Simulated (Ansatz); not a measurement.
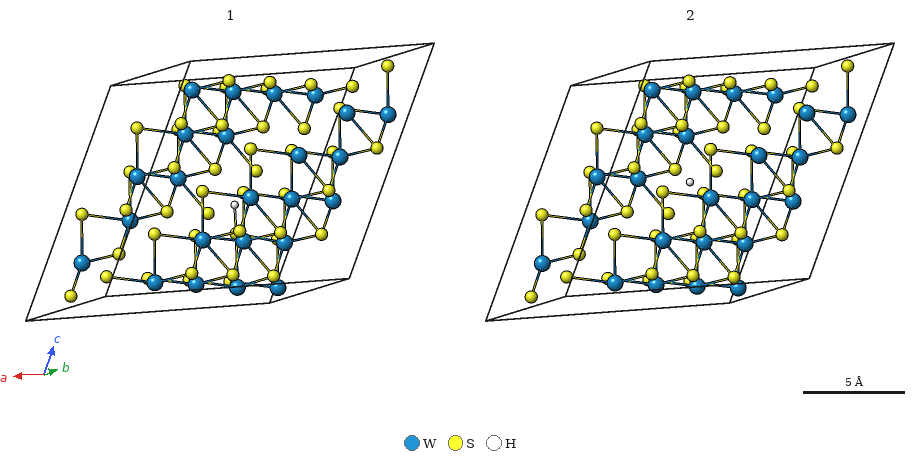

Two geometries of a defect cell of composition HW24S48 (coarse preliminary run), drawn at one scale. One is the start of a relaxation, the other its converged end. A ball-and-stick model of the cell of the calculation (origin shifted), seen from a free direction.

The calculation used Ansatz 0.2.0, DFT PBE, scalar-relativistic, plane waves, PAW. Set-up: plane-wave cutoff 420 eV; k-point mesh 1 × 1 × 1; occupations gaussian; smearing width 0.01 eV; collinear spin; atoms relaxed in a fixed cell; force threshold 0.025 eV/Å; at most 45 steps.

Which of the two is the end point?

Answer. Structure 1 is the relaxed one. Case: H interstitial, charge +0, atoms relaxed at the host's cell. The atoms of the start lie slightly off their symmetric places, so part of the fall in energy undoes that. The largest move is that of the H atom, 1.19 Å along [−2 −1 −3]. Largest moves by element: H 1.19 Å, S 0.20 Å, W 0.06 Å. The cell stays as it was. Among the contacts that change: H–S 2.813 → 1.435 Å, S–W 2.420 → 2.674 Å, W–W 3.188 → 3.228 Å, S–W 2.420 → 2.446 Å. New bonds form, among them: H–S (2.81 → 1.43 Å). Bond angles that change, for instance: W–S–W 82.4° → 78.0°, S–W–S 135.3° → 138.4°, S–W–S 81.0° → 83.9°. The energy falls by 0.413 eV per cell of the calculation in 13 accepted moves (15 points after the start). Largest force component: 0.06 eV/Å at the start, 0.012 eV/Å at the end. The line search rejected the trial step at point 11 of the run. 1 step only repeated the SCF at the same geometry.
